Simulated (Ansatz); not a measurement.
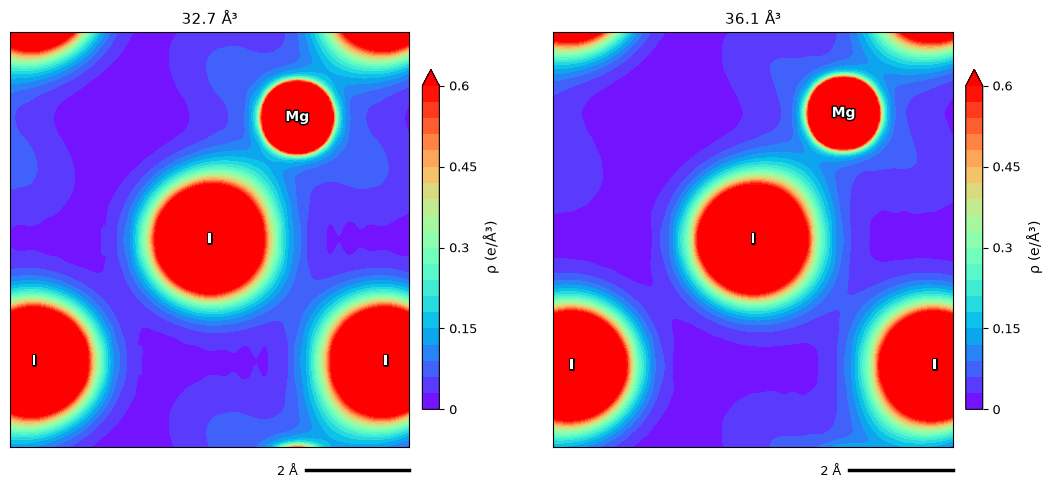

MgI2. The valence electron density of cells scaled evenly to different volumes (given per atom above each panel), on the (110) plane of each (indices in the axes of the cell below), at one length scale and on one colour scale.

Theory: Kohn-Sham DFT of a periodic cell, LDA, Ansatz PAW in Ansatz.

Core electrons are frozen (PAW), and the valence fields are smoothed inside the atomic spheres.

The largest cell:

```xyz
3
Lattice="4.2212 0.0000 0.0000 -2.1106 3.6557 0.0000 0.0000 0.0000 7.0149" Properties=species:S:1:pos:R:3 pbc="T T T"
I     2.1106    1.2185    5.2612
I     0.0000    2.4371    1.7537
Mg    0.0000    0.0000    0.0000
```

| volume (Å³/atom) | Mg–I contact in the plane (Å) | ρ at its midpoint (e/Å³) | pressure (GPa) | gap on the mesh (eV) | 
| --- | --- | --- | --- | --- |
| 32.68 | 2.905 | 0.262 | −0.8 | 3.37 | 
| 33.36 | 2.925 | ? | ? | ? | 
| 36.08 | 3.002 | 0.228 | −3.3 | 3.14 | 

What values belong in the row with question marks?

Over the known rows ln ρ falls by 1.43 per Å of Mg–I distance (the line through the two), which gives 0.255 e/Å³ at 2.925 Å; the calculation gives 0.254 e/Å³. For the pressure, a straight line in volume between the neighbouring rows gives −1.3 GPa; the calculation gives −1.5. For the gap on the mesh, a straight line in volume between the neighbouring rows gives 3.32 eV; the calculation gives 3.35.
